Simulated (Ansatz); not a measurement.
**HfN: a failed or faulty run and its cure**

System: HfN (2 atoms in the cell).
Method of run 1: DFT, PBEsol, plane waves, PAW (Ansatz 0.2.0).

The structure derives from an entry of the Crystallography Open Database. Text and figures count atoms from 1; the logs count them from 0 in places.

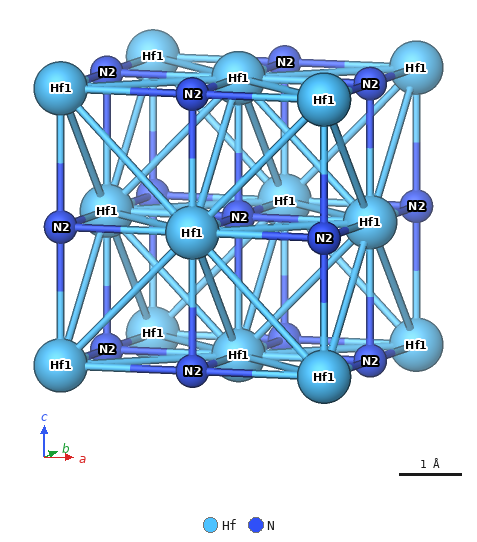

Fig. 1: The input geometry (ball-and-stick view of the cell 4 times as large as that of the calculation, set on its symmetry axes, seen slightly off an axis; atoms are numbered from 1 in the order of the input).

## Input file, run 1
```yaml
crystal:
  lattice:
    - [0.0, 2.2511619669, 2.2511619669]
    - [2.2511619669, 0.0, 2.2511619669]
    - [2.2511619669, 2.2511619669, 0.0]
  atoms:
    - { symbol: Hf, position: [0.0, 0.0, 0.0] }
    - { symbol: "N", position: [0.5, 0.5, 0.5] }
basis:
  ecutwfc: 420
kpoints:
  mp_grids: { grid: [16, 16, 16] }
hamiltonian:
  xc: pbesol
scf:
  occupations: { method: fermi_dirac, width: 0.15 }
  max_iter: 50
output:
  forces: true
  eigenvalues: true
  stress: true
relax:
  adjacent_minimum: "off"
  f_tol: 0.001
  max_steps: 60
  cell: { stress_tol: 0.02, p_target: 7.0 }
```

Launched with:
```bash
ansatz run input.yaml --threads 1 --pin off --max-ram 3072MiB --backend cpu --events-out ev --progress --plain --runs-dir out
```

Hardware: 1 thread of AMD EPYC (Zen 5), 64 GiB of memory available, shared host.

## Output (run 1)
```
Error: YAML parse error: error: line 12 column 3: unknown field `mp_grids`, expected one of mp_grid, list, band_path, initial_grid, further_shifts
  --> <input>:12:3
   |
10 |   ecutwfc: 420
11 | kpoints:
12 |   mp_grids: { grid: [16, 16, 16] }
   |   ^ unknown field `mp_grids`, expected one of mp_grid, list, band_path, initial_grid, further_shifts
13 | hamiltonian:
14 |   xc: pbesol
   |
```

> Diagnose this run and give a change of the input that cures it.

This input holds a deliberate fault: a misspelt key (`kpoints.mp_grid`). The program refused the input: “YAML parse error: error: line 12 column 3: unknown field `mp_grids`, expected one of mp_grid, list, band_path, initial_grid, further_shifts --> <input>:12:3 | 10 | ecutwfc: 420 11 | kpoints: 12 | mp_grids: { grid: [16, 16, 16] } | ^ unknown field `mp_grids`, expected one of mp_grid, list, band_path, initial_grid, …” Results for this metal are sensitive to the k-point mesh.

A run of the same system that converges differs from this input as follows (lines with − go, lines with + come):
```diff
-  mp_grids: { grid: [16, 16, 16] }
+  mp_grid: { grid: [16, 16, 16] }
-  max_iter: 50
```

## Output, shortened to warnings, some set-up lines, iterations and results (run 2)
```
Basis set: ecut = 420 eV, 459 PW (Γ), exchange–correlation on 48×48×48 points (8 copies of the dense FFT grid, shifted against one another)
Symmetry: 48 space group operations
k-points: 145 of 4096
Initial density: superposition of atomic densities (neutral atoms: chi_scale 0, normalization atom), corrected by the library's trained network
[...]
SCF iter   1: F=—  HF=-15980.275318 eV  |F-HF|=—  |Δ(HF+E_count)|=         —  Δρ=8.61e-3  dr2=1.49e-2  ethr=1.77e-3  ⟨swp⟩=4.8  Hψ=11806  notcnv=0
SCF iter   2: F=—  HF=-15980.271300 eV  |F-HF|=—  |Δ(HF+E_count)|=   4.02e-3  Δρ=2.39e-3  dr2=9.61e-4  ethr=4.82e-5  ⟨swp⟩=1.7  Hψ=4280  notcnv=0
SCF iter   3: F=—  HF=-15980.271091 eV  |F-HF|=—  |Δ(HF+E_count)|=   2.09e-4  Δρ=8.71e-4  dr2=1.10e-4  ethr=3.10e-6  ⟨swp⟩=2.0  Hψ=3393  notcnv=0
SCF iter   4: F=—  HF=-15980.271078 eV  |F-HF|=—  |Δ(HF+E_count)|=   1.27e-5  Δρ=3.00e-4  dr2=1.38e-5  ethr=3.54e-7  ⟨swp⟩=2.0  Hψ=5166  notcnv=0
SCF iter   5: F=—  HF=-15980.271055 eV  |F-HF|=—  |Δ(HF+E_count)|=   2.29e-5  Δρ=8.80e-5  dr2=1.24e-6  ethr=4.44e-8  ⟨swp⟩=2.2  Hψ=5201  notcnv=0
[... 42 lines ...]
SCF iter   5: F=—  HF=-15980.259745 eV  |F-HF|=—  |Δ(HF+E_count)|=  1.73e-10  Δρ=3.25e-7  dr2=2.46e-11  ethr=1.00e-12  ⟨swp⟩=2.0  Hψ=4438  notcnv=0
SCF iter   6: F=—  HF=-15980.259745 eV  |F-HF|=—  |Δ(HF+E_count)|=  4.00e-11  Δρ=1.46e-7  dr2=4.48e-12  ethr=1.00e-12  ⟨swp⟩=2.0  Hψ=3045  notcnv=0
SCF iter   7: F=-15980.259745 eV  HF=-15980.259745 eV  |F-HF|=0.00e0  |Δ(HF+E_count)|=  3.64e-12  Δρ=2.87e-8  dr2=1.14e-13  ethr=1.00e-12  ⟨swp⟩=5.4  Hψ=12884  notcnv=0
SCF 7 converged in 7 iterations: F = -15980.259745 eV  dr2 = 1.14e-13
relax step   7: F+E_penalty+E_count = -15980.25974470 eV  Δ(F+E_penalty+E_count) = +2.723e-5 eV  max|allowed force component| = 5.358e-30 eV/Å  Δτ_max = 0.0000 Å  P = +6.999 …
basis re-selected at this cell: Δ(F+E_penalty+E_count) = +2.723e-5 eV, ΔP = -0.000 GPa vs the last step (what re-selecting the basis moved, of the pressure what is left beyond the Pulay correction that the steps carried, after the strain that the cell walked since its last selection, with what the …
SCF converged after 7 iterations
Free energy (F): -15980.259745 eV
Harris-Foulkes:  -15980.259745 eV  (|F-HF|=0.00e0)
Internal energy: -15980.217932 eV  (E = F + TS)
E sigma→0 (E₀):  -15980.238838 eV
Entropy (-TS):   -0.041813 eV (-20.907 meV/atom)
Fermi energy:    24.542701 eV
--- Per-component energies (eV) ---
  E_band       = 205.574757
  E_kinetic    = 559.361368
  E_local      = -4628.115200  (includes V_loc(G=0)·N_el)
  E_nonlocal   = -1192.282028
  E_hartree    = 2206.057526
  E_xc         = -359.675279
  E_vxc        = -345.392049  (∫ρ·V_xc dr)
  E_paw        = -6930.190557  (= ΣΔE_a)
  E_vpaw       = 1399.887528  (= ΣTr[D̂ρ^β])
  E_aug_tail   = 0.000094  (compensation charges beyond the density's cutoff)
  E_ewald      = -5636.653046
  E_core_change = 1.279190  (= ΣΔE_core)
  E_smearing   = -0.041813  (= −TS)
  E_closure    = -0.000000  (closes the sum)
  Σ components = -15980.259745   (vs F -15980.259745, Δ=0.00e0)
--- Forces (eV/Å), atoms counted from 1 ---
  atom   1  Hf    -0.00000000     0.00000000    -0.00000000
  atom   2  N      0.00000000    -0.00000000    -0.00000000
  max |Σ_I F_I| component: 8.55e-30 eV/Å
--- Stress (GPa, compression-positive) ---
        6.999305      -0.000000      -0.000000
       -0.000000       6.999305      -0.000000
       -0.000000      -0.000000       6.999305
  P = ⅓ Tr σ = 6.9993 GPa (69.993 kbar)
--- Relaxed structure (5 steps of the walk, 5 accepted, 2 SCFs on fresh bases) ---
  F+E_penalty+E_count = -15980.25974470 eV   max|allowed force component| = 5.358e-30 eV/Å   (the final SCF, on the basis selected at the relaxed cell)
  cell:  # Å, volume = 22.2868 Å³
    - [2.3940287035807877e-33, 2.2336017206549545, 2.2336017206549545]
    - [2.2336017206549545, -6.1741578304852e-34, 2.2336017206549545]
    - [2.2336017206549545, 2.2336017206549545, -1.178702858547175e-33]
  atoms:
    - { symbol: Hf, position: [7.797772541652305e-36, -1.1808055563068113e-35, -9.134533548792189e-36] }
    - { symbol: N, position: [0.5, 0.5, 0.5] }
```

## The two runs side by side

```csv
quantity,run 1,run 2
outcome,refused,converged
free energy per atom (eV),–,−7990.1299
gap on the mesh (eV),–,0.00
pressure (GPa),–,7.00
volume per atom (Å³),–,11.14
largest force (eV/Å),–,0.000
SCF iterations,–,38
irreducible k-points,–,145
```

Notes on run 2: Results for this metal are sensitive to the k-point mesh. Spin–orbit coupling is left out, which matters for Hf. The cell holds an odd number of electrons but the run has no spin polarisation, so it comes out as a metal. The cell was relaxed to the target pressure of the input; what is minimised is then the enthalpy E + pV.
